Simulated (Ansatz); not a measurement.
# AlN (P6_3mc): the host for defect calculations, part 3 of 3

Aim: the runs on the perfect crystal AlN (P6_3mc) that a defect calculation needs first.

Ansatz 0.2.0; plane-wave PAW DFT, r2SCAN; relaxation of the host's cell and atoms (the session's first sound run).

So far: The structure; Host cell relaxation; Primitive cell on a dense mesh; Self-consistent run; Defect free supercell relaxed from its symmetric sites.

## Step 6: Defect free supercell relaxed from displaced atoms

This step: plane-wave PAW DFT, r2SCAN; relaxation of the defect-free supercell from random displacements, a test of the host's stability (Ansatz 0.2.0).

pristine.rattled/input.yaml

```yaml
crystal:
  lattice:
    - [9.3200881827, 8.6e-08, 0.0]
    - [-4.6600441658, 8.0714330888, 0.0]
    - [0.0, 0.0, 9.957120705]
  atoms:
    - { symbol: Al, position: [0.2222222222, 0.1111111111, 0.2496022559] }
    - { symbol: Al, position: [0.1111111111, 0.2222222222, 0.4996022559] }
    - { symbol: "N", position: [0.2222222222, 0.1111111111, 0.4403977441] }
    - { symbol: "N", position: [0.1111111111, 0.2222222222, 0.1903977441] }
    - { symbol: Al, position: [0.2222222222, 0.1111111111, 0.7496022559] }
    - { symbol: Al, position: [0.1111111111, 0.2222222222, 0.9996022559] }
    - { symbol: "N", position: [0.2222222222, 0.1111111111, 0.9403977441] }
    - { symbol: "N", position: [0.1111111111, 0.2222222222, 0.6903977441] }
    - { symbol: Al, position: [0.2222222222, 0.4444444444, 0.2496022559] }
    - { symbol: Al, position: [0.1111111111, 0.5555555556, 0.4996022559] }
    - { symbol: "N", position: [0.2222222222, 0.4444444444, 0.4403977441] }
    - { symbol: "N", position: [0.1111111111, 0.5555555556, 0.1903977441] }
    - { symbol: Al, position: [0.2222222222, 0.4444444444, 0.7496022559] }
    - { symbol: Al, position: [0.1111111111, 0.5555555556, 0.9996022559] }
    - { symbol: "N", position: [0.2222222222, 0.4444444444, 0.9403977441] }
    - { symbol: "N", position: [0.1111111111, 0.5555555556, 0.6903977441] }
    - { symbol: Al, position: [0.2222222222, 0.7777777778, 0.2496022559] }
    - { symbol: Al, position: [0.1111111111, 0.8888888889, 0.4996022559] }
    - { symbol: "N", position: [0.2222222222, 0.7777777778, 0.4403977441] }
    - { symbol: "N", position: [0.1111111111, 0.8888888889, 0.1903977441] }
    - { symbol: Al, position: [0.2222222222, 0.7777777778, 0.7496022559] }
    - { symbol: Al, position: [0.1111111111, 0.8888888889, 0.9996022559] }
    - { symbol: "N", position: [0.2222222222, 0.7777777778, 0.9403977441] }
    - { symbol: "N", position: [0.1111111111, 0.8888888889, 0.6903977441] }
    - { symbol: Al, position: [0.5555555556, 0.1111111111, 0.2496022559] }
    - { symbol: Al, position: [0.4444444444, 0.2222222222, 0.4996022559] }
    - { symbol: "N", position: [0.5555555556, 0.1111111111, 0.4403977441] }
    - { symbol: "N", position: [0.4444444444, 0.2222222222, 0.1903977441] }
    - { symbol: Al, position: [0.5555555556, 0.1111111111, 0.7496022559] }
    - { symbol: Al, position: [0.4444444444, 0.2222222222, 0.9996022559] }
    - { symbol: "N", position: [0.5555555556, 0.1111111111, 0.9403977441] }
    - { symbol: "N", position: [0.4444444444, 0.2222222222, 0.6903977441] }
    - { symbol: Al, position: [0.5555555556, 0.4444444444, 0.2496022559] }
    - { symbol: Al, position: [0.4444444444, 0.5555555556, 0.4996022559] }
    - { symbol: "N", position: [0.5555555556, 0.4444444444, 0.4403977441] }
    - { symbol: "N", position: [0.4444444444, 0.5555555556, 0.1903977441] }
    - { symbol: Al, position: [0.5555555556, 0.4444444444, 0.7496022559] }
    - { symbol: Al, position: [0.4444444444, 0.5555555556, 0.9996022559] }
    - { symbol: "N", position: [0.5555555556, 0.4444444444, 0.9403977441] }
    - { symbol: "N", position: [0.4444444444, 0.5555555556, 0.6903977441] }
    - { symbol: Al, position: [0.5555555556, 0.7777777778, 0.2496022559] }
    - { symbol: Al, position: [0.4444444444, 0.8888888889, 0.4996022559] }
    - { symbol: "N", position: [0.5555555556, 0.7777777778, 0.4403977441] }
    - { symbol: "N", position: [0.4444444444, 0.8888888889, 0.1903977441] }
    - { symbol: Al, position: [0.5555555556, 0.7777777778, 0.7496022559] }
    - { symbol: Al, position: [0.4444444444, 0.8888888889, 0.9996022559] }
    - { symbol: "N", position: [0.5555555556, 0.7777777778, 0.9403977441] }
    - { symbol: "N", position: [0.4444444444, 0.8888888889, 0.6903977441] }
    - { symbol: Al, position: [0.8888888889, 0.1111111111, 0.2496022559] }
    - { symbol: Al, position: [0.7777777778, 0.2222222222, 0.4996022559] }
    - { symbol: "N", position: [0.8888888889, 0.1111111111, 0.4403977441] }
    - { symbol: "N", position: [0.7777777778, 0.2222222222, 0.1903977441] }
    - { symbol: Al, position: [0.8888888889, 0.1111111111, 0.7496022559] }
    - { symbol: Al, position: [0.7777777778, 0.2222222222, 0.9996022559] }
    - { symbol: "N", position: [0.8888888889, 0.1111111111, 0.9403977441] }
    - { symbol: "N", position: [0.7777777778, 0.2222222222, 0.6903977441] }
    - { symbol: Al, position: [0.8888888889, 0.4444444444, 0.2496022559] }
    - { symbol: Al, position: [0.7777777778, 0.5555555556, 0.4996022559] }
    - { symbol: "N", position: [0.8888888889, 0.4444444444, 0.4403977441] }
    - { symbol: "N", position: [0.7777777778, 0.5555555556, 0.1903977441] }
    - { symbol: Al, position: [0.8888888889, 0.4444444444, 0.7496022559] }
    - { symbol: Al, position: [0.7777777778, 0.5555555556, 0.9996022559] }
    - { symbol: "N", position: [0.8888888889, 0.4444444444, 0.9403977441] }
    - { symbol: "N", position: [0.7777777778, 0.5555555556, 0.6903977441] }
    - { symbol: Al, position: [0.8888888889, 0.7777777778, 0.2496022559] }
    - { symbol: Al, position: [0.7777777778, 0.8888888889, 0.4996022559] }
    - { symbol: "N", position: [0.8888888889, 0.7777777778, 0.4403977441] }
    - { symbol: "N", position: [0.7777777778, 0.8888888889, 0.1903977441] }
    - { symbol: Al, position: [0.8888888889, 0.7777777778, 0.7496022559] }
    - { symbol: Al, position: [0.7777777778, 0.8888888889, 0.9996022559] }
    - { symbol: "N", position: [0.8888888889, 0.7777777778, 0.9403977441] }
    - { symbol: "N", position: [0.7777777778, 0.8888888889, 0.6903977441] }
basis:
  ecutwfc: 500
  xc_grid: 2
hamiltonian:
  xc: r2scan
kpoints:
  mp_grid: { grid: [1, 1, 1], shift: [0.25, 0.25, 0.25] }
scf:
  occupations: { method: fermi_dirac, width: 0.01 }
  max_iter: 80
output:
  forces: true
relax:
  f_tol: 0.01
  max_steps: 120
  random_displacement: { amplitude: 0.08, seed: 6766 }
checkpoint:
  write: "../pristine.rattled.run"
  compress: false
  write_wavefunctions: false
  write_every: 100000
```

Run with:

```console
ansatz run input.yaml --threads 4 --pin off --max-ram 7536MiB --backend cpu --events-out ev --progress --plain --runs-dir out
```

Numbers of over 12 decimals in the logs are rounded to 6 here.

The log of the run:

```text
[...]
Crystal: 72 atoms, lattice volume = 749.039 Å³
Basis set: ecut = 500 eV, 18913 PW (Γ), exchange–correlation on 144×144×150 points (8 copies of the dense FFT grid, shifted against one another)
Bands: 216, of which v1, the nominal top of the filled ones, is band 144 counted from 1 (143 counted from 0)
Symmetry: 1 space group operations
k-points: 1
[...]
SCF iter   1: F=—  HF=-33419.099340 eV  |F-HF|=—  |Δ(HF+E_count)|=         —  Δρ=6.28e-3  dr2=2.76e-1  dr2_τ=5.62e0  ethr=1.77e-3  ⟨swp⟩=6.0  Hψ=985  notcnv=0  defer=36
[...]
SCF iter   7: F=-33421.609527 eV  HF=-33421.609527 eV  |F-HF|=3.97e-8  |Δ(HF+E_count)|=   1.95e-7  Δρ=1.01e-5  dr2=6.42e-7  dr2_τ=2.77e-8  ethr=8.68e-10  ⟨swp⟩=4.0  Hψ=538  notcnv=0
SCF 1 converged in 7 iterations: F = -33421.609527 eV  dr2 = 6.42e-7
[...]
relax step   1: F+E_penalty+E_count = -33421.60952729 eV  Δ(F+E_penalty+E_count) = +0.000e0 eV  max|allowed force component| = 3.529e0 eV/Å  Δτ_max = 0.0000 Å  (7 SCF iters, dr2 threshold 2.50e-6 eV, accepted)
[...]
relax step   2: F+E_penalty+E_count = -33425.12506089 eV  Δ(F+E_penalty+E_count) = -3.516e0 eV  max|allowed force component| = 1.846e0 eV/Å  Δτ_max = 0.0828 Å  (6 SCF iters, dr2 threshold 1.00e-4 eV, accepted)
relax step   3: F+E_penalty+E_count = -33426.46937606 eV  Δ(F+E_penalty+E_count) = -1.344e0 eV  max|allowed force component| = 4.243e-2 eV/Å  Δτ_max = 0.0713 Å  (6 SCF iters, dr2 threshold 1.00e-4 eV, accepted)
relax step   4: F+E_penalty+E_count = -33426.46937743 eV  Δ(F+E_penalty+E_count) = -1.366e-6 eV  max|allowed force component| = 4.255e-2 eV/Å  Δτ_max = 0.0000 Å  (4 SCF iters, accepted)
relax step   5: F+E_penalty+E_count = -33426.46151156 eV  Δ(F+E_penalty+E_count) = +7.866e-3 eV  max|allowed force component| = 1.188e-1 eV/Å  Δτ_max = 0.0077 Å  (6 SCF iters, dr2 threshold 1.13e-7 eV, rejected (line search))
relax step   6: F+E_penalty+E_count = -33426.47077977 eV  Δ(F+E_penalty+E_count) = -1.402e-3 eV  max|allowed force component| = 1.095e-2 eV/Å  Δτ_max = 0.0034 Å  (6 SCF iters, accepted)
SCF iter   1: F=—  HF=-33426.471422 eV  |F-HF|=—  |Δ(HF+E_count)|=         —  Δρ=5.73e-5  dr2=2.75e-5  dr2_τ=9.06e-5  ethr=1.79e-7  ⟨swp⟩=2.0  Hψ=349  notcnv=0  defer=14
[...]
SCF iter   4: F=-33426.470831 eV  HF=-33426.470831 eV  |F-HF|=1.35e-9  |Δ(HF+E_count)|=   2.67e-9  Δρ=2.71e-6  dr2=5.03e-8  dr2_τ=2.71e-9  ethr=3.47e-11  ⟨swp⟩=4.0  Hψ=535  notcnv=0
SCF 7 converged in 4 iterations: F = -33426.470831 eV  dr2 = 5.03e-8
relax step   7: F+E_penalty+E_count = -33426.47083095 eV  Δ(F+E_penalty+E_count) = -5.118e-5 eV  max|allowed force component| = 2.457e-3 eV/Å  Δτ_max = 0.0006 Å  (4 SCF iters, accepted)
[...]
SCF iter   2: F=-33426.470831 eV  HF=-33426.470831 eV  |F-HF|=4.09e-9  |Δ(HF+E_count)|=   1.00e-8  Δρ=1.61e-6  dr2=1.67e-8  dr2_τ=6.50e-10  ethr=1.74e-11  ⟨swp⟩=3.0  Hψ=446  notcnv=0
SCF 8 converged in 2 iterations: F = -33426.470831 eV  dr2 = 1.67e-8
SCF converged after 2 iterations
Free energy (F): -33426.470831 eV
[...]
Internal energy: -33426.470831 eV  (E = F + TS)
E sigma→0 (E₀):  -33426.470831 eV
Fermi energy:    9.769736 eV
[...]
--- Forces (eV/Å), atoms counted from 1 ---
  atom   1  Al     0.00045595     0.00043977     0.00122032
  atom   2  Al    -0.00048167     0.00070571    -0.00040375
  atom   3  N      0.00079784     0.00025736    -0.00087172
  atom   4  N     -0.00092640    -0.00067280    -0.00021103
  atom   5  Al     0.00046341    -0.00046235     0.00023991
  atom   6  Al    -0.00043121    -0.00056319     0.00195272
  atom   7  N      0.00065540    -0.00029499    -0.00028938
  atom   8  N     -0.00043938    -0.00123749    -0.00092228
  atom   9  Al     0.00078323    -0.00055785     0.00112113
  atom  10  Al    -0.00079473     0.00068130     0.00001749
  atom  11  N      0.00123434     0.00054301     0.00041759
  atom  12  N     -0.00036319    -0.00043056    -0.00101567
  atom  13  Al     0.00053956     0.00219408    -0.00081952
  atom  14  Al    -0.00030646    -0.00030563     0.00164039
  atom  15  N      0.00093293     0.00023399    -0.00026427
  atom  16  N     -0.00091676    -0.00104249     0.00000117
  atom  17  Al    -0.00006677     0.00000738     0.00156335
  atom  18  Al    -0.00032373     0.00047526     0.00075042
  atom  19  N      0.00127572     0.00014275    -0.00073598
  atom  20  N     -0.00047336     0.00012479    -0.00064447
  atom  21  Al     0.00071138     0.00174289    -0.00160406
  atom  22  Al     0.00018030     0.00039537     0.00096302
  atom  23  N      0.00061007     0.00039608     0.00086953
  atom  24  N     -0.00038365    -0.00099601    -0.00011746
  atom  25  Al    -0.00061177     0.00031680     0.00009585
  atom  26  Al    -0.00145827    -0.00122335     0.00037403
  atom  27  N      0.00046445     0.00060845    -0.00001203
  atom  28  N     -0.00076934    -0.00028177     0.00064043
  atom  29  Al     0.00091392    -0.00057390    -0.00137227
  atom  30  Al    -0.00026845    -0.00079598     0.00104882
  atom  31  N     -0.00005922    -0.00012081     0.00093664
  atom  32  N     -0.00113132    -0.00161723    -0.00070742
  atom  33  Al     0.00052962    -0.00016317    -0.00029562
  atom  34  Al    -0.00207487     0.00046373    -0.00066407
  atom  35  N      0.00086213     0.00027632     0.00005522
  atom  36  N     -0.00062668    -0.00072383     0.00125703
  atom  37  Al     0.00049035     0.00079401    -0.00054560
  atom  38  Al    -0.00003710     0.00014295     0.00000118
  atom  39  N      0.00036991     0.00023721     0.00043635
  atom  40  N     -0.00155594    -0.00079093     0.00052356
[...]
atom  61  Al     0.00214947     0.00153751    -0.00024572
  atom  62  Al    -0.00142892    -0.00058240     0.00171607
  atom  63  N      0.00095634     0.00011744    -0.00005545
  atom  64  N     -0.00064586    -0.00068370    -0.00018727
  atom  65  Al     0.00025428    -0.00027002     0.00099751
  atom  66  Al     0.00043303     0.00006732    -0.00051725
  atom  67  N      0.00060820    -0.00086406     0.00023828
  atom  68  N     -0.00023232     0.00091254     0.00120809
  atom  69  Al     0.00091105     0.00244468    -0.00147448
  atom  70  Al    -0.00030340     0.00057580    -0.00079804
  atom  71  N      0.00079805     0.00030520     0.00045470
  atom  72  N     -0.00054644    -0.00044504     0.00104680
  max |Σ_I F_I| component: 9.53e-3 eV/Å
--- Relaxed structure (7 steps of the walk, 6 accepted, 0 SCFs on fresh bases) ---
  F+E_penalty+E_count = -33426.47083095 eV   max|allowed force component| = 2.457e-3 eV/Å
  atoms:
    - { symbol: Al, position: [0.221895, 0.110572, 0.249127] }
    - { symbol: Al, position: [0.110748, 0.221697, 0.499183] }
    - { symbol: N, position: [0.221700, 0.110752, 0.439788] }
    - { symbol: N, position: [0.110951, 0.221527, 0.189800] }
    - { symbol: Al, position: [0.221894, 0.110573, 0.749130] }
    - { symbol: Al, position: [0.110757, 0.221711, 0.999168] }
    - { symbol: N, position: [0.221705, 0.110762, 0.939781] }
    - { symbol: N, position: [0.110939, 0.221520, 0.689813] }
    - { symbol: Al, position: [0.221893, 0.443911, 0.249125] }
    - { symbol: Al, position: [0.110749, 0.555030, 0.499180] }
    - { symbol: N, position: [0.221693, 0.444079, 0.439779] }
    - { symbol: N, position: [0.110944, 0.554860, 0.189804] }
    - { symbol: Al, position: [0.221880, 0.443889, 0.749139] }
    - { symbol: Al, position: [0.110754, 0.555047, 0.999170] }
    - { symbol: N, position: [0.221697, 0.444091, 0.939785] }
    - { symbol: N, position: [0.110939, 0.554850, 0.689809] }
    - { symbol: Al, position: [0.221895, 0.777241, 0.249128] }
    - { symbol: Al, position: [0.110747, 0.888366, 0.499179] }
    - { symbol: N, position: [0.221694, 0.777416, 0.439786] }
    - { symbol: N, position: [0.110944, 0.888189, 0.189803] }
    - { symbol: Al, position: [0.221883, 0.777226, 0.749138] }
    - { symbol: Al, position: [0.110751, 0.888377, 0.999172] }
    - { symbol: N, position: [0.221699, 0.777425, 0.939779] }
    - { symbol: N, position: [0.110939, 0.888188, 0.689810] }
    - { symbol: Al, position: [0.555233, 0.110568, 0.249128] }
    - { symbol: Al, position: [0.444097, 0.221711, 0.499178] }
    - { symbol: N, position: [0.555030, 0.110748, 0.439780] }
    - { symbol: N, position: [0.444285, 0.221523, 0.189800] }
    - { symbol: Al, position: [0.555224, 0.110572, 0.749143] }
    - { symbol: Al, position: [0.444095, 0.221715, 0.999173] }
    - { symbol: N, position: [0.555043, 0.110762, 0.939781] }
    - { symbol: N, position: [0.444287, 0.221531, 0.689810] }
    - { symbol: Al, position: [0.555227, 0.443908, 0.249130] }
    - { symbol: Al, position: [0.444087, 0.555032, 0.499184] }
    - { symbol: N, position: [0.555030, 0.444086, 0.439780] }
    - { symbol: N, position: [0.444282, 0.554863, 0.189798] }
    - { symbol: Al, position: [0.555219, 0.443900, 0.749140] }
    - { symbol: Al, position: [0.444086, 0.555044, 0.999178] }
    - { symbol: N, position: [0.555035, 0.444093, 0.939782] }
    - { symbol: N, position: [0.444275, 0.554848, 0.689806] }
    - { symbol: Al, position: [0.555226, 0.777238, 0.249145] }
    - { symbol: Al, position: [0.444087, 0.888376, 0.499188] }
    - { symbol: N, position: [0.555030, 0.777420, 0.439786] }
    - { symbol: N, position: [0.444278, 0.888183, 0.189797] }
    - { symbol: Al, position: [0.555218, 0.777223, 0.749140] }
    - { symbol: Al, position: [0.444091, 0.888377, 0.999177] }
    - { symbol: N, position: [0.555033, 0.777422, 0.939771] }
    - { symbol: N, position: [0.444280, 0.888189, 0.689807] }
    - { symbol: Al, position: [0.888564, 0.110575, 0.249133] }
    - { symbol: Al, position: [0.777413, 0.221703, 0.499182] }
    - { symbol: N, position: [0.888362, 0.110755, 0.439777] }
    - { symbol: N, position: [0.777616, 0.221525, 0.189800] }
    - { symbol: Al, position: [0.888548, 0.110560, 0.749137] }
    - { symbol: Al, position: [0.777434, 0.221721, 0.999175] }
    - { symbol: N, position: [0.888367, 0.110758, 0.939780] }
    - { symbol: N, position: [0.777610, 0.221522, 0.689804] }
    - { symbol: Al, position: [0.888561, 0.443907, 0.249130] }
    - { symbol: Al, position: [0.777412, 0.555038, 0.499184] }
    - { symbol: N, position: [0.888356, 0.444083, 0.439782] }
    - { symbol: N, position: [0.777612, 0.554857, 0.189798] }
    - { symbol: Al, position: [0.888541, 0.443893, 0.749131] }
    - { symbol: Al, position: [0.777427, 0.555047, 0.999171] }
    - { symbol: N, position: [0.888366, 0.444094, 0.939778] }
    - { symbol: N, position: [0.777604, 0.554853, 0.689809] }
    - { symbol: Al, position: [0.888559, 0.777240, 0.249127] }
    - { symbol: Al, position: [0.777414, 0.888374, 0.499183] }
    - { symbol: N, position: [0.888361, 0.777425, 0.439780] }
    - { symbol: N, position: [0.777604, 0.888184, 0.189800] }
    - { symbol: Al, position: [0.888545, 0.777224, 0.749141] }
    - { symbol: Al, position: [0.777414, 0.888373, 0.999184] }
    - { symbol: N, position: [0.888361, 0.777424, 0.939782] }
    - { symbol: N, position: [0.777605, 0.888183, 0.689803] }
```

It took 68 s on 4 threads of Arm Neoverse V1, shared host; peak memory 1.5 GiB.

Relaxation path:

```tsv
step	energy less that of the first step (eV)	largest force component (eV/Å)
1	0.0000	3.5295
2	-3.5155	1.8457
3	-4.8598	0.0424
4	-4.8599	0.0425
5	-4.8520	0.1188
6	-4.8613	0.0110
7	-4.8613	0.0025
```

Relaxation step 5 was tried and not accepted.

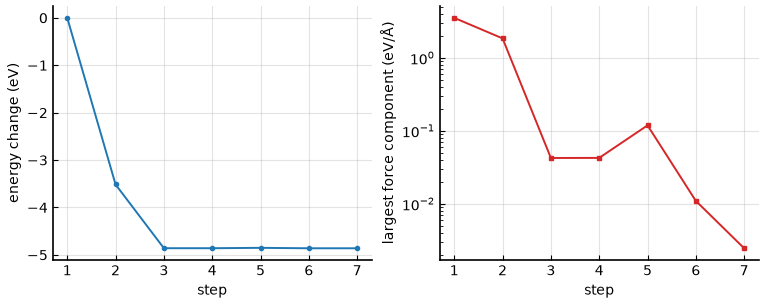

Energy and largest force along the relaxation.

The relaxation ends 68 meV an atom lower than the displaced start, with a largest force component of 0.0025 eV/Å.

## Step 7: Summary of results

```yaml
primitive_cell_vectors_lengths: 3.107, 3.107, 4.979 Å
supercell_relaxed_in_its_symmetry_less_the_displaced_and_relaxed_one: 0.000 eV
energy_an_atom_at_one_point_at_less_that_on_the_dense_mesh: -0.014 eV
```

**Reading.** Step 2: The cell shrank by 2.1 % in volume. Step 6: The energy fell by 4.861 eV from the randomly displaced start; the atoms end within 0.005 Å of the sites as typed, once the mean shift is taken out. The displaced cell ends within 0.01 eV of the symmetric one relaxed in its symmetry, so no lower structure shows in this supercell. All at zero temperature.

[Logs are printed without paths, hosts, clocks, repeated set-up lines and the standing remarks that a program may print on its own settings, such as how far it seeks lower states.]

[Hosts, paths, dates, database ids (printed as entryN), source tags and the programs' standing remarks are cut or masked in the printed files.]

[Runs of the host that timed out are not shown.]

[For some hosts the program warned that the k-mesh of the response run may be too coarse for force constants and the static dielectric constant; such warnings are not always shown.]
